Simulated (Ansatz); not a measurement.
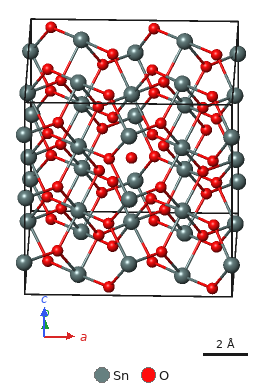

A defect cell of composition Sn23O49 (cell charge −1), before the relaxation. The picture is a ball-and-stick view of the cell of the calculation (origin shifted), seen from a free direction.

Computed with DFT, PBEsol, PAW, plane waves in Ansatz.

(plane-wave cutoff 420 eV; k-point mesh 1 × 1 × 1; mesh shifted by (0.25, 0.25, 0.25); collinear spin; atoms relaxed in a fixed cell; force threshold 0.03 eV/Å; at most 80 steps)

```
CELL_PARAMETERS angstrom
9.53809 0.00000 0.00000
0.00000 9.53809 0.00000
0.00000 0.00000 9.63630
ATOMIC_POSITIONS crystal
Sn 0.99576 0.00044 0.99952
Sn 0.00372 0.00216 0.33533
Sn 0.99596 0.99862 0.66616
Sn 0.99922 0.50080 0.99710
Sn 0.00237 0.50026 0.33166
Sn 0.99732 0.50099 0.66507
Sn 0.50077 0.00244 0.99711
Sn 0.50290 0.00011 0.33513
Sn 0.50133 0.00206 0.66387
Sn 0.49808 0.49996 0.00226
Sn 0.49878 0.50043 0.66446
Sn 0.25056 0.25131 0.16526
Sn 0.25030 0.25173 0.49828
Sn 0.24954 0.25137 0.83125
Sn 0.25208 0.75073 0.16826
Sn 0.25088 0.75141 0.50021
Sn 0.24854 0.75366 0.83525
Sn 0.75215 0.25428 0.16894
Sn 0.74955 0.25280 0.49749
Sn 0.75107 0.25192 0.83101
Sn 0.74729 0.75050 0.16995
Sn 0.74912 0.75168 0.50255
Sn 0.74699 0.75406 0.83386
O 0.49833 0.49959 0.33417
O 0.15217 0.15224 0.99711
O 0.15247 0.15026 0.33099
O 0.15509 0.15127 0.66554
O 0.15419 0.65346 0.99938
O 0.15246 0.65418 0.33413
O 0.15363 0.65614 0.66541
O 0.65369 0.15331 0.99730
O 0.65034 0.15255 0.33435
O 0.65053 0.15155 0.66796
O 0.65407 0.65057 0.00110
O 0.64872 0.65553 0.33289
O 0.64934 0.65099 0.66590
O 0.34534 0.34702 0.99589
O 0.34722 0.34970 0.33138
O 0.34319 0.34354 0.66596
O 0.34423 0.84966 0.99982
O 0.34695 0.84887 0.33369
O 0.34912 0.85035 0.66658
O 0.84690 0.34890 0.99951
O 0.84752 0.34703 0.33471
O 0.84729 0.34961 0.66595
O 0.84898 0.84746 0.00151
O 0.84816 0.85038 0.33187
O 0.84808 0.84378 0.66453
O 0.09460 0.40645 0.16700
O 0.09791 0.40448 0.49803
O 0.09833 0.39912 0.83479
O 0.09900 0.90346 0.16661
O 0.09595 0.90602 0.50120
O 0.09836 0.90421 0.83358
O 0.59559 0.40148 0.16509
O 0.60240 0.40101 0.50031
O 0.60135 0.40299 0.83561
O 0.59757 0.90292 0.16779
O 0.59498 0.90538 0.49752
O 0.59480 0.90352 0.83338
O 0.40009 0.09783 0.16603
O 0.40251 0.09774 0.50330
O 0.40176 0.09645 0.83613
O 0.40529 0.59468 0.16765
O 0.40558 0.59948 0.50066
O 0.40461 0.59713 0.83102
O 0.90759 0.09430 0.16594
O 0.90363 0.09524 0.49916
O 0.90073 0.09570 0.83507
O 0.90507 0.59896 0.16760
O 0.90512 0.59728 0.50101
O 0.90572 0.59739 0.83413
```

Question: Where does the relaxation end?

Answer: O24 moves most: 0.78 Å along [−2 0 1]. By element the largest moves are O 0.78 Å, Sn 0.18 Å. The lattice vectors keep their values. Some distances before and after: O24–O65 2.065 → 1.373 Å, O24–O38 2.030 → 1.422 Å, Sn12–O38 2.072 → 2.310 Å, Sn11–O65 2.043 → 2.277 Å. New bonds form, among them: O24–O38 (2.03 → 1.42 Å), O24–O65 (2.07 → 1.37 Å). Among the angles between lasting bonds that change: O39–Sn11–O65 91.6° → 77.9°, Sn10–O64–Sn15 128.6° → 139.7°, O55–Sn10–O64 78.5° → 89.2°. After 14 geometry steps the energy has fallen by 2.657 eV per cell of the calculation. The largest force component goes from 1.4 to 0.016 eV/Å. The run took 29 s on 1 × NVIDIA GB300 Max-Q with 8 threads of Arm Neoverse-V2, peak memory 2.1 GiB.

After the run, drawn alike:

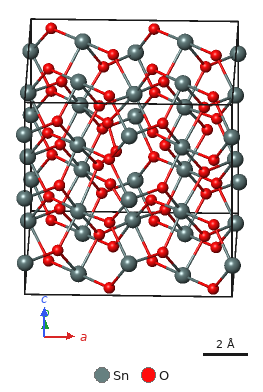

Limits of the set-up: the cell is charged, on a uniform background, and energies carry no finite-size correction.
